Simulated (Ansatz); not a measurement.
System: Sc, space group Fm-3m (No. 225).

Structure:
```yaml
crystal:
  lattice:
    - [0.00000, 2.30937, 2.30937]
    - [2.30937, 0.00000, 2.30937]
    - [2.30937, 2.30937, 0.00000]
  atoms:
    - { symbol: Sc, position: [0.00000, 0.00000, 0.00000] }
```

Computed with Ansatz 0.2.0: periodic Kohn-Sham DFT of a crystal at fixed atoms, scaled to the stated factor times the given cell; pressure positive in compression, energy less spherical unpolarised free atoms. Level: PBE.

```tsv
setting	value
method	all-electron LAPW
relativity	scalar
k mesh	13×13×13
occupations	Fermi–Dirac
smearing width	0.03 eV
basis error target	0.25 (meV/atom)
nucleus	Gaussian
```

V(given) is 24.63 Å³/atom.

Describe the result: the energy less free atoms and pressure against V/V(given). The V/V(given) takes the values 0.941, 0.970, 1.000, 1.030, 1.060.

A third-order Birch–Murnaghan fit gives V0 = 24.64 Å³/atom, B0 = 50.5 GPa. The energy less free atoms is −4.4991 eV/atom at V/V(given) 0.941 and −4.5015 eV/atom at 1.060; the lowest computed point is at V/V(given) 1.000 (−4.5142 eV/atom). The pressure falls from 3.428 GPa at V/V(given) 0.941 to −2.688 GPa at 1.060, and changes sign near 1.001.

```json
{"V/V(given)": "0.941", "energy less free atoms (eV/atom)": "-4.4991", "pressure (GPa)": "3.428"}
{"V/V(given)": "0.970", "energy less free atoms (eV/atom)": "-4.5105", "pressure (GPa)": "1.637"}
{"V/V(given)": "1.000", "energy less free atoms (eV/atom)": "-4.5142", "pressure (GPa)": "0.027"}
{"V/V(given)": "1.030", "energy less free atoms (eV/atom)": "-4.5110", "pressure (GPa)": "-1.410"}
{"V/V(given)": "1.060", "energy less free atoms (eV/atom)": "-4.5015", "pressure (GPa)": "-2.688"}
```

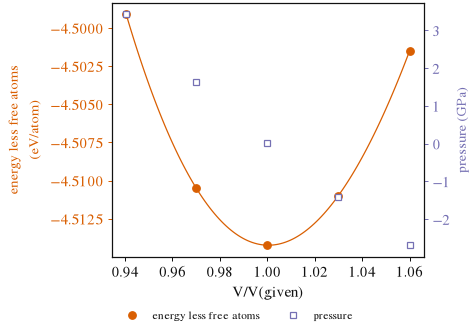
